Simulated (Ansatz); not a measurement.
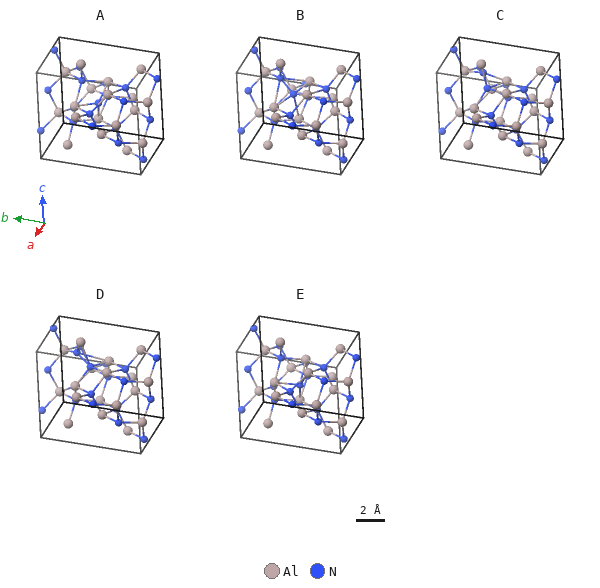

5 geometries from one relaxation of a defect cell of composition Al₁₈N₁₉ (cell charge −1), in shuffled order. The picture is a ball-and-stick view of the cell of the calculation, reduced to other axes (origin shifted), seen from a free direction. Lengths and directions refer to the drawn axes.

Case: N interstitial, charge -1, atoms relaxed at the host's cell.

Theory: DFT PBE, scalar-relativistic, plane waves, PAW (Ansatz 0.2.0). Settings: plane-wave cutoff 420 eV; k-point mesh 2 × 2 × 2; occupations gaussian; smearing width 0.01 eV; mesh shifted by (0.5, 0.5, 0.5); no spin polarisation; atoms relaxed in a fixed cell; force threshold 0.025 eV/Å; at most 45 steps.

Order the frames from highest to lowest energy.

Answer. E, A, B, D, C. They are steps 0, 9, 13, 16, 22, at +3.854 eV per cell of the calculation, +2.672 eV per cell of the calculation, +0.992 eV per cell of the calculation, +0.299 eV per cell of the calculation relative to the last. An N atom moves most: 1.71 Å along [−3 3 2]. By element the largest moves are N 1.71 Å, Al 0.41 Å. The cell stays as it was. Some distances before and after: Al–N 3.734 → 2.009 Å, Al–N 1.997 → 3.471 Å, Al–N 1.920 → 2.867 Å, N–N 2.409 → 1.507 Å. New bonds form, among them: Al–N (3.73 → 2.01 Å). Bonds break, among them: Al–N (1.92 → 2.87 Å), Al–N (2.00 → 3.47 Å). Among the angles between lasting bonds that change: N–Al–N 172.0° → 112.0°, N–Al–N 173.4° → 130.4°, N–Al–N 74.5° → 112.1°. Over 22 geometry steps the energy falls by 3.854 eV per cell of the calculation. Largest force component: 2.1 eV/Å at the start, 0.0027 eV/Å at the end. Cost: 3.1 min on 4 threads of AMD EPYC 7R43 64-Core Processor (Zen 3), on a shared host, peak memory 1.1 GiB.

Limits of the set-up: the periodic images lie only 7.4 Å apart, so the values are limited by the cell's size; the cell is charged, on a uniform background, and energies carry no finite-size correction.
